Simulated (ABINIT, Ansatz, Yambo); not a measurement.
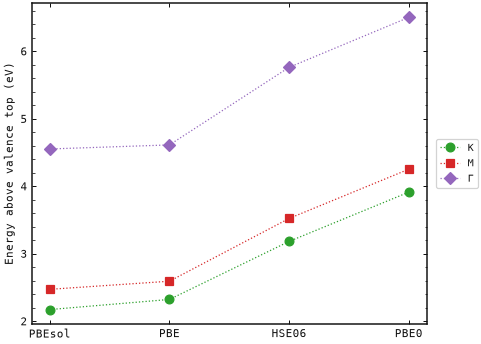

Lowest conduction level at each named k point, counted from the valence-band top at Γ, by several methods on one cell of wurtzite SiC, space group P6_3mc (No. 186), 4 atoms in the cell; a = 3.076 Å, c = 5.048 Å (hexagonal axes). All runs are without spin-orbit coupling and carry no moments. The cell is at 4 GPa in PBE.

| method | program | K (eV) | M (eV) | Γ (eV) |
| --- | --- | --- | --- | --- |
| PBEsol | ABINIT | 2.17 | 2.47 | 4.55 |
| PBE | Ansatz | 2.32 | 2.59 | 4.61 |
| HSE06 | Ansatz | 3.18 | 3.52 | 5.76 |
| PBE0 | Ansatz | 3.91 | 4.25 | 6.50 |

### Estimate the G0W0@PBEsol values. It was run as: PBEsol, PseudoDojo 0.4.1 SR PBEsol standard, 6×6×4 k mesh, 776 eV cutoff, fixed occupations (Yambo 5.3.0), G0W0 with frequency dependence of W plasmon pole, bands in the response 58, bands in the self-energy 58, cutoff of the response matrix 8 Ry and cutoff of exchange and Vxc 57 Ry.

It starts from PBEsol, whose row gives 2.17 eV at K in another program. G0W0@PBEsol gives 2.85 eV at K, 3.20 eV at M and 5.42 eV at Γ, which is +0.68 eV from PBEsol at K.

### How do the methods rank at K?

From low to high: PBEsol 2.17, PBE 2.32, G0W0@PBEsol 2.85, HSE06 3.18, PBE0 3.91 eV.

### Do the methods agree on which of these conduction levels is lowest?

Yes: all put it at K.

Settings. PBEsol: JTH PAW PBE v2.0, 6×6×3 k mesh, 544 eV cutoff, Fermi-Dirac smearing of 0.05 eV (ABINIT 10.8.3 (patched build)). PBE: Ansatz PAW, 6×6×3 k mesh, 420 eV cutoff, Fermi-Dirac smearing of 0.05 eV (Ansatz 0.2.0). HSE06: Ansatz PAW, 6×6×3 k mesh, 420 eV cutoff, Fermi-Dirac smearing of 0.05 eV (Ansatz). PBE0: Ansatz PAW, 6×6×3 k mesh, 420 eV cutoff, Fermi-Dirac smearing of 0.05 eV (Ansatz 0.2.0).

These are five of the 64 methods that were run on this cell. The runs come from different programs and meshes, which adds differences of its own. PBEsol, HSE06 and PBE0: the PAW data sets were made with another functional. LDA, GGA and most meta-GGA functionals understate gaps. HSE06 and PBE0: the k mesh is thin for exact exchange. G0W0@PBEsol: the screening block or the number of bands is too small for a converged GW gap. G0W0@PBEsol: the k mesh is thin for GW. The GW values are at finite bands, cutoffs and mesh, short of the basis limit.
